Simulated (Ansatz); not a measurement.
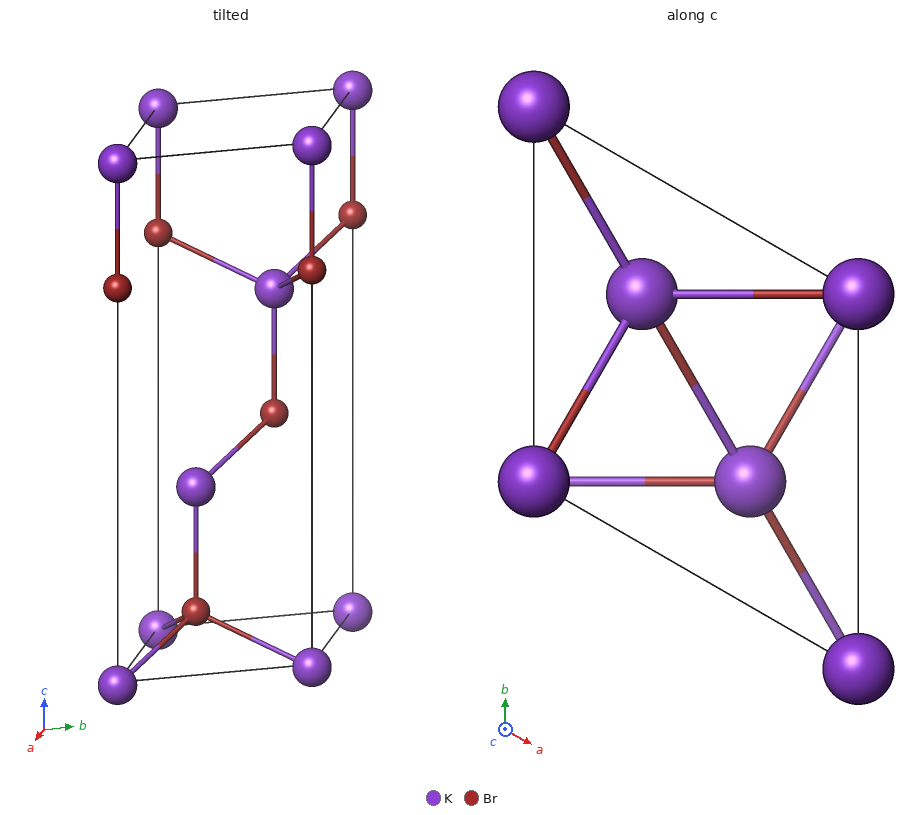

A ball-and-stick rendering, viewed slightly off an axis and along the c axis. The wireframe shows the conventional unit cell.

KBr, space group R3m (No. 160), a = 5.036 Å, b = 5.036 Å, c = 13.322 Å, α = 90.00°, β = 90.00°, γ = 120.00°. The structure was taken from a structure type filled with these elements by a generator (whether the compound takes this form wasn't checked). The cell was then strained or its atoms displaced on purpose. Ansatz was used for an electronic-structure calculation on it.

This one geometry was computed with Ansatz (DFT, plane waves, PAW) at three levels of theory: r2SCAN, HSE06 and PBE. It was relaxed with r2SCAN and then strained.

How does the band gap change with the level of theory?

PBE: a gap of 4.24 eV, indirect; r2SCAN: a gap of 4.79 eV, indirect; HSE06: a gap of 5.35 eV, indirect.

Collect the results in a table.

| level | cutoff (eV) | k-mesh of the run's cell | gap (eV) | pressure (GPa) |
| --- | --- | --- | --- | --- |
| r2SCAN | 500 | 6×6×6 | 4.79 | 0.2 |
| HSE06 | 420 | 4×4×4 | 5.35 | 0.4 |
| PBE | 420 | 6×6×6 | 4.24 | 0.5 |

Gaps are taken on the k-mesh or band path of each run.
